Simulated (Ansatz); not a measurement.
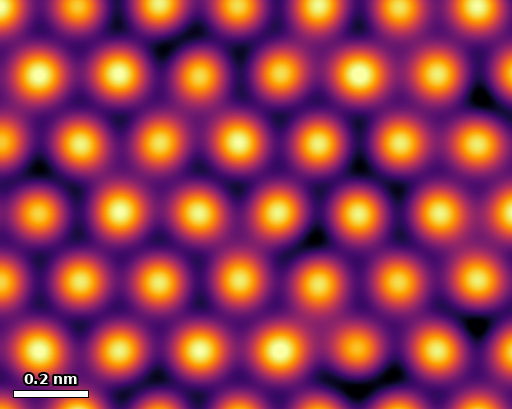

Z-contrast image of Ga (Pm-3m, No. 221). The image is simulated as a sum over atoms of Z^1.7, blurred by a 1.29 Å probe (no channelling). The probe carries 15 % of its weight in a tail 2.5 times as wide. The display is stretched by a gamma of 0.8; percentages refer to the linear signal. The speckle of an amorphous layer was added. Structure used: coordinates from a relaxation with Ansatz 0.2.0, DFT r2SCAN, scalar-relativistic, plane waves, PAW; the starting structure was generated, so it need not be a known form of this composition.

Space group Pm-3m (No. 221). a = 2.671 Å, b = 2.671 Å, c = 2.671 Å, α = 90.00°, β = 90.00°, γ = 90.00°
```tsv
atom	site	symmetry	x	y	z
Ga	1a	m-3m	0.0000	0.0000	0.0000
```

Q: Which beam direction gives this image, [211], [110], [210] or [111]? (Directions equivalent by symmetry count as one.)

A: [111]. The projected cells are 1.54 × 1.89 Å, 90° for [211]; 1.89 × 2.67 Å, 90° for [110]; 1.19 × 2.67 Å, 90° for [210]; 2.18 × 2.18 Å, 120° for [111], and the image repeats as the [111] one does.
